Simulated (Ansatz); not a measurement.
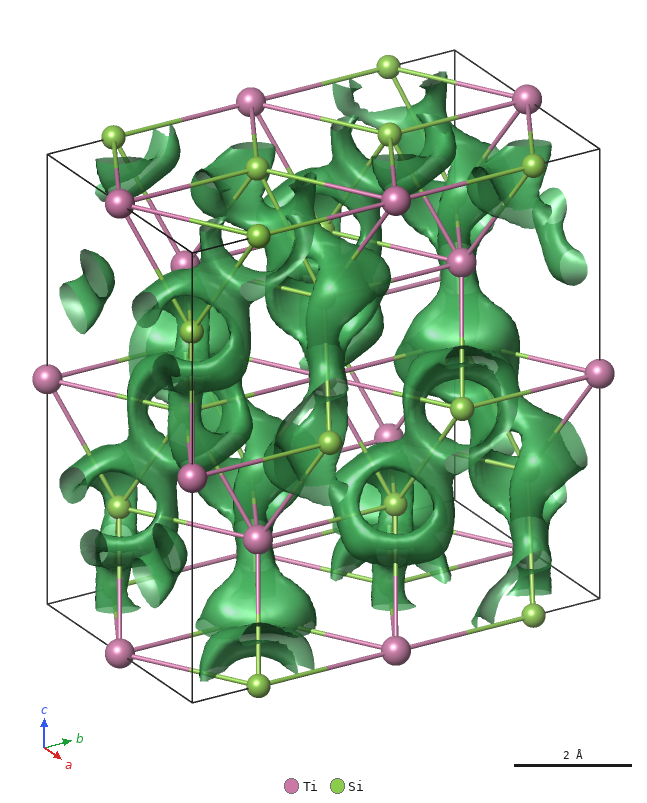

TiSi2. Isosurface of the ELF at 0.7 (green), seen at an oblique angle. Only the valence region is drawn (cores and ρ < 0.01 e/Å³ removed). Sticks mark near contacts.

Space group Fddd; computed without spin polarisation.

Method: DFT r2SCAN, scalar-relativistic, plane waves, PAW (Ansatz 0.2.0).

In a PAW calculation such maps are meaningful between the atoms, not at the nuclei.

```
Ti Si
1.0
     4.77887    0.00000    0.00000
     0.00000    8.22579    0.00000
     0.00000    0.00000    8.52213
Ti Si
8 16
Direct
  0.75000 0.25000 0.25000
  0.25000 0.75000 0.25000
  0.25000 0.25000 0.75000
  0.75000 0.75000 0.75000
  0.50000 0.00000 0.00000
  0.00000 0.50000 0.00000
  0.00000 0.00000 0.50000
  0.50000 0.50000 0.50000
  0.25000 0.08751 0.25000
  0.75000 0.58751 0.25000
  0.75000 0.08751 0.75000
  0.25000 0.58751 0.75000
  0.25000 0.41249 0.25000
  0.75000 0.91249 0.25000
  0.75000 0.41249 0.75000
  0.25000 0.91249 0.75000
  0.00000 0.16249 0.00000
  0.50000 0.66249 0.00000
  0.50000 0.16249 0.50000
  0.00000 0.66249 0.50000
  0.50000 0.33751 0.00000
  0.00000 0.83751 0.00000
  0.00000 0.33751 0.50000
  0.50000 0.83751 0.50000
```

Q: Describe the localisation domains.

A: At this value the surface marks out channels that run through the cell in one direction, counted in one cell of 24 atoms. Regions shared between cells count once. Profiles from the grid: Si–Si (2.52 Å): the ELF peaks at about 0.80 between the atoms. Ti–Si (2.55 Å): the ELF peaks at about 0.75 in the valence shell of Si, 0.9 Å from its nucleus, and is about 0.40 at the midpoint.

Q: Does the calculation make it a metal, or give it a gap?

A: It is gapless in this calculation (a metal or semimetal).
